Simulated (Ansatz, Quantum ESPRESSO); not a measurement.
# Evanescent states of LiF, rock salt type, lattice constant set to 4.07 Å, part 2 of 3

Wanted: the complex band structure of LiF, rock salt type, lattice constant set to 4.07 Å, as for a tunnel barrier.

Quantum ESPRESSO 7.5; plane-wave DFT, PBE, GBRV ultrasoft pseudopotentials; cross-check by Ansatz 0.2.0 with PAW datasets.

So far. Step 2 (Self-consistent run): The run needed 9 iterations to bring the estimated error under 1e-09 Ry.

The structure was built from a prototype and need not be the compound's stable phase.

## (3) Complex band structure

Level of this step: complex band structure by pwcond; plane-wave DFT, PBE, GBRV ultrasoft pseudopotentials (Quantum ESPRESSO).

ikind = 0 solves one period of the crystal for all kz, real and complex, at each energy and k across. ewind and epsproj trim the two-dimensional plane-wave basis; nz1 sets the subslabs.

Input file cbs.in:

```
&inputcond
  outdir = './out'
  prefixl = 'scf'
  band_file = 'cbs'
  ikind = 0
  ewind = 4.0
  epsproj = 1e-05
  nz1 = 7
  energy0 = 8.96
  denergy = -0.28
/
4
  0.00000000 0.00000000 1.00000000
  0.50000000 0.00000000 1.00000000
  0.50000000 0.50000000 1.00000000
  0.25000000 0.00000000 1.00000000
40
```

Run with:

```bash
$ OMP_NUM_THREADS=1 mpirun -n 2 pwcond.x -in cbs.in > cbs.out
```

The log of the run:

```text
[banner, memory and clock lines left out]
Program PWCOND v.7.5 starts

          URL

     ./out/scf.save/

     IMPORTANT: XC functional enforced from input :
     Exchange-correlation= PBE
                           (   1   4   3   4   0   0   0)
     Any further DFT definition will be discarded
     Please, verify this is what you really want

     Reading collected, re-writing distributed wavefunctions

===== INPUT FILE containing the left lead =====

     GEOMETRY:

     lattice parameter (alat)  =       5.4385  a.u.
     the volume                =     227.4835 (a.u.)^3
     the cross section         =      29.5772 (a.u.)^2
     l of the unit cell        =       1.4142 (alat)
     number of atoms/cell      =            4
     number of atomic types    =            2

     crystal axes: (cart. coord. in units of alat)
               a(1) = (  1.0000  0.0000  0.0000 )
               a(2) = (  0.0000  1.0000  0.0000 )
               a(3) = (  0.0000  0.0000  1.4142 )

   Cartesian axes

     site n.     atom                  positions (alat units)
          1        Li     tau(  1)=(  0.0000  0.0000  1.4142  )
          2        F      tau(  2)=(  0.5000  0.5000  1.4142  )
          3        Li     tau(  3)=(  0.5000  0.5000  0.7071  )
          4        F      tau(  4)=(  0.0000  0.0000  0.7071  )

     nr1s                      =           24
     nr2s                      =           24
     nr3s                      =           32
     nr1sx                     =           24
     nr2sx                     =           24
     nr3sx                     =           32
     nr1                       =           25
     nr2                       =           25
     nr3                       =           36
     nr1x                      =           25
     nr2x                      =           25
     nr3x                      =           36

 _______________________________
  Radii of nonlocal spheres:

     type       ibeta     ang. mom.          radius (alat units)
       Li         1         0                    0.3707
       Li         2         0                    0.3707
       Li         3         0                    0.3707
       Li         4         1                    0.3707
       Li         5         1                    0.3707
       F          1         0                    0.2596
       F          2         0                    0.2596
       F          3         1                    0.2596
       F          4         1                    0.2596
----- General information -----

----- Complex band structure calculation -----

     nrx                       =           24
     nry                       =           24
     nz1                       =            7

     energy0               =         9.0E+00
     denergy               =        -2.8E-01
     nenergy               =         40
     ecut2d                =         4.0E+01
     ewind                 =         4.0E+00
     epsproj               =         1.0E-05

     number of k_|| points=    4
                       cryst. coord.
        k(    1) = (   0.0000000   0.0000000), wk =   0.2500000
        k(    2) = (   0.5000000   0.0000000), wk =   0.2500000
        k(    3) = (   0.5000000   0.5000000), wk =   0.2500000
        k(    4) = (   0.2500000   0.0000000), wk =   0.2500000
----- Information about left lead -----

     nocros                   =           17
     noins                    =           17
     norb                     =           51
     norbf                    =           51
     nrz                      =           32

      iorb      type   ibeta   ang. mom.   m       position (alat)
        1        1       1        0        1   taunew(   1)=(  0.0000  0.0000  0.0000)
        2        1       2        0        1   taunew(   2)=(  0.0000  0.0000  0.0000)
        3        1       3        0        1   taunew(   3)=(  0.0000  0.0000  0.0000)
        4        1       4        1        1   taunew(   4)=(  0.0000  0.0000  0.0000)
        5        1       4        1        2   taunew(   5)=(  0.0000  0.0000  0.0000)
        6        1       4        1        3   taunew(   6)=(  0.0000  0.0000  0.0000)
        7        1       5        1        1   taunew(   7)=(  0.0000  0.0000  0.0000)
        8        1       5        1        2   taunew(   8)=(  0.0000  0.0000  0.0000)
        9        1       5        1        3   taunew(   9)=(  0.0000  0.0000  0.0000)
       10        2       1        0        1   taunew(  10)=(  0.5000  0.5000  0.0000)
       11        2       2        0        1   taunew(  11)=(  0.5000  0.5000  0.0000)
       12        2       3        1        1   taunew(  12)=(  0.5000  0.5000  0.0000)
       13        2       3        1        2   taunew(  13)=(  0.5000  0.5000  0.0000)
       14        2       3        1        3   taunew(  14)=(  0.5000  0.5000  0.0000)
       15        2       4        1        1   taunew(  15)=(  0.5000  0.5000  0.0000)
       16        2       4        1        2   taunew(  16)=(  0.5000  0.5000  0.0000)
       17        2       4        1        3   taunew(  17)=(  0.5000  0.5000  0.0000)
       18        1       1        0        1   taunew(  18)=(  0.5000  0.5000  0.7071)
       19        1       2        0        1   taunew(  19)=(  0.5000  0.5000  0.7071)
       20        1       3        0        1   taunew(  20)=(  0.5000  0.5000  0.7071)
       21        1       4        1        1   taunew(  21)=(  0.5000  0.5000  0.7071)
       22        1       4        1        2   taunew(  22)=(  0.5000  0.5000  0.7071)
       23        1       4        1        3   taunew(  23)=(  0.5000  0.5000  0.7071)
       24        1       5        1        1   taunew(  24)=(  0.5000  0.5000  0.7071)
       25        1       5        1        2   taunew(  25)=(  0.5000  0.5000  0.7071)
       26        1       5        1        3   taunew(  26)=(  0.5000  0.5000  0.7071)
       27        2       1        0        1   taunew(  27)=(  0.0000  0.0000  0.7071)
       28        2       2        0        1   taunew(  28)=(  0.0000  0.0000  0.7071)
       29        2       3        1        1   taunew(  29)=(  0.0000  0.0000  0.7071)
       30        2       3        1        2   taunew(  30)=(  0.0000  0.0000  0.7071)
       31        2       3        1        3   taunew(  31)=(  0.0000  0.0000  0.7071)
       32        2       4        1        1   taunew(  32)=(  0.0000  0.0000  0.7071)
       33        2       4        1        2   taunew(  33)=(  0.0000  0.0000  0.7071)
       34        2       4        1        3   taunew(  34)=(  0.0000  0.0000  0.7071)
       35        1       1        0        1   taunew(  35)=(  0.0000  0.0000  1.4142)
       36        1       2        0        1   taunew(  36)=(  0.0000  0.0000  1.4142)
       37        1       3        0        1   taunew(  37)=(  0.0000  0.0000  1.4142)
       38        1       4        1        1   taunew(  38)=(  0.0000  0.0000  1.4142)
       39        1       4        1        2   taunew(  39)=(  0.0000  0.0000  1.4142)
       40        1       4        1        3   taunew(  40)=(  0.0000  0.0000  1.4142)
       41        1       5        1        1   taunew(  41)=(  0.0000  0.0000  1.4142)
       42        1       5        1        2   taunew(  42)=(  0.0000  0.0000  1.4142)
       43        1       5        1        3   taunew(  43)=(  0.0000  0.0000  1.4142)
       44        2       1        0        1   taunew(  44)=(  0.5000  0.5000  1.4142)
       45        2       2        0        1   taunew(  45)=(  0.5000  0.5000  1.4142)
       46        2       3        1        1   taunew(  46)=(  0.5000  0.5000  1.4142)
       47        2       3        1        2   taunew(  47)=(  0.5000  0.5000  1.4142)
       48        2       3        1        3   taunew(  48)=(  0.5000  0.5000  1.4142)
       49        2       4        1        1   taunew(  49)=(  0.5000  0.5000  1.4142)
       50        2       4        1        2   taunew(  50)=(  0.5000  0.5000  1.4142)
       51        2       4        1        3   taunew(  51)=(  0.5000  0.5000  1.4142)
    k slab    z(k)  z(k+1)     crossing(iorb=1,norb)
    1   0.0000 0.0442 0.0442   111111111111111110000000000000000000000000000000000
    2   0.0442 0.0884 0.0442   111111111111111110000000000000000000000000000000000
    3   0.0884 0.1326 0.0442   111111111111111110000000000000000000000000000000000
    4   0.1326 0.1768 0.0442   111111111111111110000000000000000000000000000000000
    5   0.1768 0.2210 0.0442   111111111111111110000000000000000000000000000000000
    6   0.2210 0.2652 0.0442   111111111111111110000000000000000000000000000000000
    7   0.2652 0.3094 0.0442   111111111000000000000000000000000000000000000000000
    8   0.3094 0.3536 0.0442   111111111000000001111111110000000000000000000000000
    9   0.3536 0.3977 0.0442   111111111000000001111111110000000000000000000000000
   10   0.3977 0.4419 0.0442   000000000000000001111111110000000000000000000000000
   11   0.4419 0.4861 0.0442   000000000000000001111111111111111100000000000000000
   12   0.4861 0.5303 0.0442   000000000000000001111111111111111100000000000000000
   13   0.5303 0.5745 0.0442   000000000000000001111111111111111100000000000000000
   14   0.5745 0.6187 0.0442   000000000000000001111111111111111100000000000000000
   15   0.6187 0.6629 0.0442   000000000000000001111111111111111100000000000000000
   16   0.6629 0.7071 0.0442   000000000000000001111111111111111100000000000000000
   17   0.7071 0.7513 0.0442   000000000000000001111111111111111100000000000000000
   18   0.7513 0.7955 0.0442   000000000000000001111111111111111100000000000000000
   19   0.7955 0.8397 0.0442   000000000000000001111111111111111100000000000000000
   20   0.8397 0.8839 0.0442   000000000000000001111111111111111100000000000000000
   21   0.8839 0.9281 0.0442   000000000000000001111111111111111100000000000000000
   22   0.9281 0.9723 0.0442   000000000000000001111111111111111100000000000000000
   23   0.9723 1.0165 0.0442   000000000000000001111111110000000000000000000000000
   24   1.0165 1.0607 0.0442   000000000000000001111111110000000011111111100000000
   25   1.0607 1.1049 0.0442   000000000000000001111111110000000011111111100000000
   26   1.1049 1.1490 0.0442   000000000000000000000000000000000011111111100000000
   27   1.1490 1.1932 0.0442   000000000000000000000000000000000011111111111111111
   28   1.1932 1.2374 0.0442   000000000000000000000000000000000011111111111111111
   29   1.2374 1.2816 0.0442   000000000000000000000000000000000011111111111111111
   30   1.2816 1.3258 0.0442   000000000000000000000000000000000011111111111111111
   31   1.3258 1.3700 0.0442   000000000000000000000000000000000011111111111111111
   32   1.3700 1.4142 0.0442   000000000000000000000000000000000011111111111111111
 ngper, shell number =           97          16
 ngper, n2d =           97          55
---  E-Ef =    8.9600000  k =    0.0000000   0.0000000
---  ie =          1  ik =          1
 Nchannels of the left tip =            1
 Right moving states:
   k1(2pi/a)   k2(2pi/a)   E-Ef (eV)
   0.1260649   0.0000000   8.9600000
 Left moving states:
   k1(2pi/a)   k2(2pi/a)   E-Ef (eV)
  -0.1260646   0.0000000   8.9600000

---  E-Ef =    8.6800000  k =    0.0000000   0.0000000
---  ie =          2  ik =          1
 Nchannels of the left tip =            0
 Right moving states:
   k1(2pi/a)   k2(2pi/a)   E-Ef (eV)
 Left moving states:
   k1(2pi/a)   k2(2pi/a)   E-Ef (eV)
[... further energies and points left out ...]
---  E-Ef =   -1.6800000  k =    0.2500000   0.0000000
---  ie =         39  ik =          4
 Nchannels of the left tip =            1
 Right moving states:
   k1(2pi/a)   k2(2pi/a)   E-Ef (eV)
  -0.3986529   0.0000000  -1.6800000
 Left moving states:
   k1(2pi/a)   k2(2pi/a)   E-Ef (eV)
   0.3986530   0.0000000  -1.6800000

---  E-Ef =   -1.9600000  k =    0.2500000   0.0000000
---  ie =         40  ik =          4
 Nchannels of the left tip =            1
 Right moving states:
   k1(2pi/a)   k2(2pi/a)   E-Ef (eV)
   0.4667535  -0.0000000  -1.9600000
 Left moving states:
   k1(2pi/a)   k2(2pi/a)   E-Ef (eV)
  -0.4667534  -0.0000000  -1.9600000

Note: The following floating-point exceptions are signalling: IEEE_UNDERFLOW_FLAG
Note: The following floating-point exceptions are signalling: IEEE_UNDERFLOW_FLAG
```

Run time: 25 s. Hardware: 2 MPI ranks of Arm Neoverse V1, shared host; peak memory 0.09 GiB.

Numbers from this step:

* peak of the smallest κ at the zone centre: 0.882 Å⁻¹
* energy of the peak at the zone centre: 3.64 eV

K across = (0, 0) in the cell's reciprocal vectors; values within 0.0025 1/Å of each other count once, columns are sorted by size at each energy, a dash where no further value was kept. Im kz of the slowest decaying states against energy, zero at the highest filled level of the SCF mesh:

```
energy (eV)  decay 1 (Å⁻¹)  decay 2 (Å⁻¹)  decay 3 (Å⁻¹)
      -1.96          0.916           1.48           2.11
      -1.12          0.409           1.45           2.03
      -0.28           1.42           1.94           2.09
       0.00          0.034           1.42           1.90
       0.56           0.44          0.678           1.41
       1.40          0.669          0.979           1.44
       2.24          0.805           1.16           1.50
       3.08          0.872           1.30           1.45
       3.92          0.878           1.43           1.43
       4.76          0.842           1.40           1.65
       5.60          0.776           1.39           1.64
       6.44          0.685           1.37           1.62
       7.28          0.563           1.35           1.55
       8.12          0.384           1.32           1.48
       8.96            1.3           1.40           1.55
```

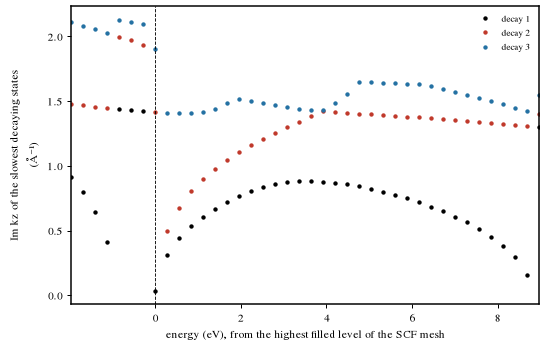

Im kz of the slowest decaying states, plotted against energy.

K across = (0, 0) in the cell's reciprocal vectors. Table of Re kz of states that move upwards by energy, zero at the highest filled level of the SCF mesh:

```csv
energy (eV),channel 1 (Å⁻¹),channel 2 (Å⁻¹),channel 3 (Å⁻¹)
-1.96,0.570,-,-
-1.40,0.764,-,-
-0.56,-0.466,0.694,0.695
0.00,-0.0120,-0.00709,-
0.56,-,-,-
1.12,-,-,-
1.96,-,-,-
2.52,-,-,-
3.08,-,-,-
3.92,-,-,-
4.48,-,-,-
5.04,-,-,-
5.88,-,-,-
6.44,-,-,-
7.00,-,-,-
7.56,-,-,-
8.40,-,-,-
8.96,0.195,-,-
```

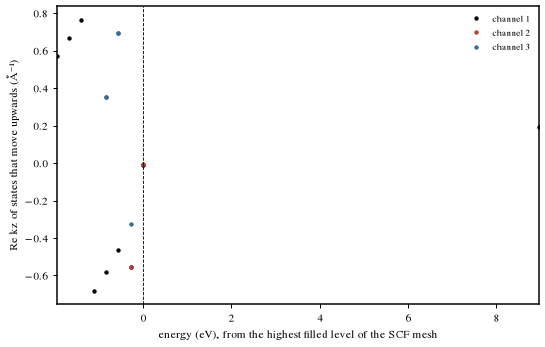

Re kz of states that move upwards, plotted against energy.

K across = (1/2, 0) in the cell's reciprocal vectors; values within 0.0025 1/Å of each other count once, columns are sorted by size at each energy, a dash where no further value was kept. Table of Im kz of the slowest decaying states by energy, zero at the highest filled level of the SCF mesh:

```
energy (eV)  decay 1 (Å⁻¹)  decay 2 (Å⁻¹)  decay 3 (Å⁻¹)
      -1.96           1.56           1.58           2.97
      -1.40          0.106           1.46           1.57
      -0.56           1.11           1.57           2.90
       0.00           0.25          0.981           1.57
       0.56           0.44           1.26           1.56
       1.12          0.541           1.36           1.55
       1.96          0.632           1.44           1.54
       2.52           0.67           1.47           1.52
       3.08          0.696           1.48           1.51
       3.92          0.719           1.48           1.49
       4.48          0.725           1.46           1.49
       5.04          0.724           1.44           1.48
       5.88          0.712           1.41           1.47
       6.44          0.696           1.39           1.46
       7.00          0.674           1.36           1.44
       7.56          0.644           1.34           1.43
       8.40          0.581           1.30           1.40
       8.96          0.523           1.28           1.37
```

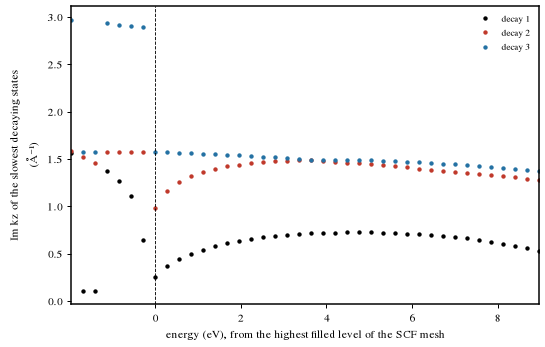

Im kz of the slowest decaying states, plotted against energy.

K across = (1/2, 1/2) in the cell's reciprocal vectors; values within 0.0025 1/Å of each other count once, columns are sorted by size at each energy, a dash where no further value was kept. Im kz of the slowest decaying states against energy, zero at the highest filled level of the SCF mesh:

```csv
energy (eV),decay 1 (Å⁻¹),decay 2 (Å⁻¹),decay 3 (Å⁻¹)
-1.96,0.8,2.61,2.90
-1.40,0.613,2.57,2.88
-0.56,0.396,0.445,2.52
0.00,0.585,0.697,2.48
0.56,0.703,0.807,2.44
1.12,0.789,0.875,2.40
1.96,0.883,0.94,2.33
2.52,0.932,0.969,2.29
3.08,0.972,0.991,2.25
3.92,1.01,1.02,2.17
4.48,1.02,1.05,2.12
5.04,1.03,1.08,2.06
5.88,1.03,1.12,1.97
6.44,1.03,1.14,1.90
7.00,1.03,1.17,1.83
7.56,1.03,1.21,1.74
8.40,1.02,1.31,1.55
8.96,1.01,1.40,2.23
```

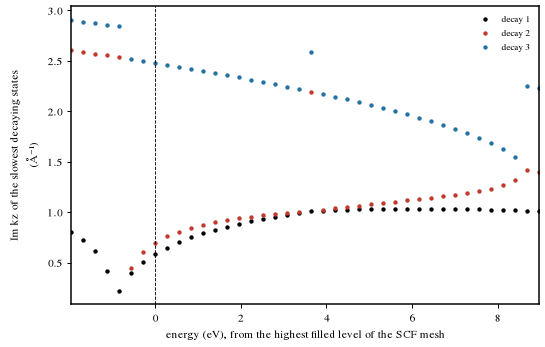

Im kz of the slowest decaying states against energy.

K across = (1/4, 0) in the cell's reciprocal vectors; values within 0.0025 1/Å of each other count once, columns are sorted by size at each energy, a dash where no further value was kept. Table of Im kz of the slowest decaying states by energy, zero at the highest filled level of the SCF mesh:

| energy (eV) | decay 1 (Å⁻¹) | decay 2 (Å⁻¹) | decay 3 (Å⁻¹) |
| --- | --- | --- | --- |
| -1.96 | 0.372 | 1.09 | 1.62 |
| -1.40 | 0.869 | 1.61 | 2.07 |
| -0.56 | 0.166 | 1.60 | 1.99 |
| 0.00 | 0.14 | 0.207 | 1.60 |
| 0.56 | 0.467 | 0.826 | 1.59 |
| 1.12 | 0.587 | 1.10 | 1.58 |
| 1.96 | 0.692 | 1.51 | 1.57 |
| 2.52 | 0.736 | 1.53 | 1.56 |
| 3.08 | 0.766 | 1.54 | 1.54 |
| 3.92 | 0.795 | 1.52 | 1.55 |
| 4.48 | 0.805 | 1.50 | 1.55 |
| 5.04 | 0.809 | 1.48 | 1.55 |
| 5.88 | 0.803 | 1.45 | 1.54 |
| 6.44 | 0.792 | 1.43 | 1.52 |
| 7.00 | 0.775 | 1.41 | 1.51 |
| 7.56 | 0.75 | 1.39 | 1.50 |
| 8.40 | 0.693 | 1.35 | 1.47 |
| 8.96 | 0.635 | 1.33 | 1.45 |

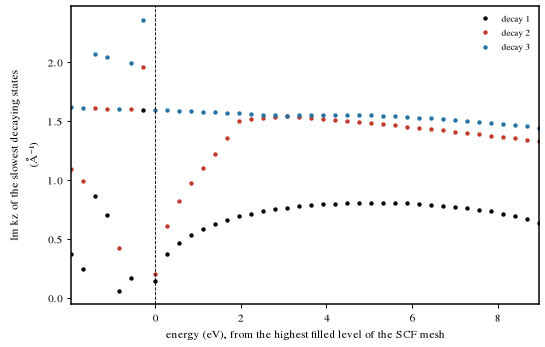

Im kz of the slowest decaying states against energy.

[end of part 2 of 3]

[Logs are printed without paths, hosts, clocks, repeated set-up lines and the standing remarks that a program may print on its own settings, such as how far it seeks lower states.]

[Hosts, paths, dates, database ids (printed as entryN), source tags and the programs' standing remarks are cut or masked in the printed files.]

[Maps of the electrostatic potential energy from Ansatz leave out the sawtooth potential of an applied field or a dipole correction, so their vacuum need not be flat; planar profiles and work functions include it.]
